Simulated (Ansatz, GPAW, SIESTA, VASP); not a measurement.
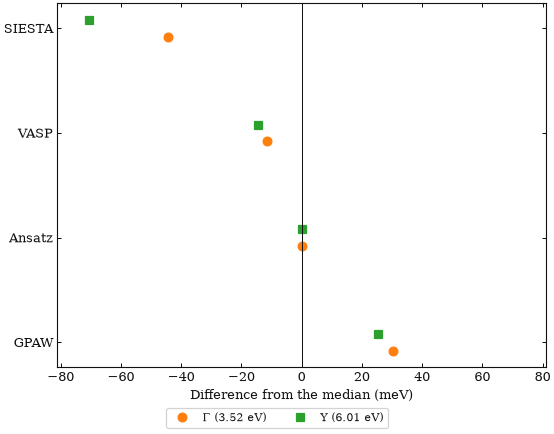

Lowest conduction level at each named k point, counted from the valence-band top at Γ, for Al2O3, space group Pnnm (No. 58), 10 atoms in the cell; a = 4.61 Å, b = 9.56 Å, c = 3.12 Å, α = 90.00°, β = 90.00°, γ = 90.00°. Four programs ran PBE (no spin polarisation, no spin-orbit coupling) on the same cell and 6×3×9 k mesh. The plot shows each result less the median of the plane-wave runs, which the legend gives. In reduced coordinates of the cell that was run, Y is (0.5, 0, 0).

How well do the programs agree?

Answer. The plane-wave programs (Ansatz, VASP and GPAW) agree within 42 meV at these points. SIESTA departs by up to −70 meV (at Y).

| program | kind | valence electrons | Γ (eV) | Y (eV) |
| --- | --- | --- | --- | --- |
| GPAW | plane waves | 48 | 3.551 | 6.036 |
| Ansatz | plane waves | 48 | 3.521 | 6.011 |
| VASP | plane waves | 48 | 3.509 | 5.996 |
| SIESTA | local basis | 48 | 3.476 | 5.940 |

Settings. GPAW PAW data sets (gpaw-data 1.2.1), 800 eV cutoff, Fermi-Dirac smearing of 0.05 eV (GPAW 26.7.0). Ansatz PAW, 420 eV cutoff, Fermi-Dirac smearing of 0.05 eV (Ansatz). VASP PAW PBE potentials, release 64 (Al, O), 520 eV cutoff, Fermi-Dirac smearing of 0.05 eV (VASP). PseudoDojo 0.4 standard (PBE files), DZP (energy shift 0.003 Ry) basis, Fermi-Dirac smearing of 0.05 eV (SIESTA).

LDA, GGA and most meta-GGA functionals understate gaps. The usual form of Al2O3 is corundum. SIESTA: the basis of atomic orbitals isn't converged, which shifts gaps and empty levels.
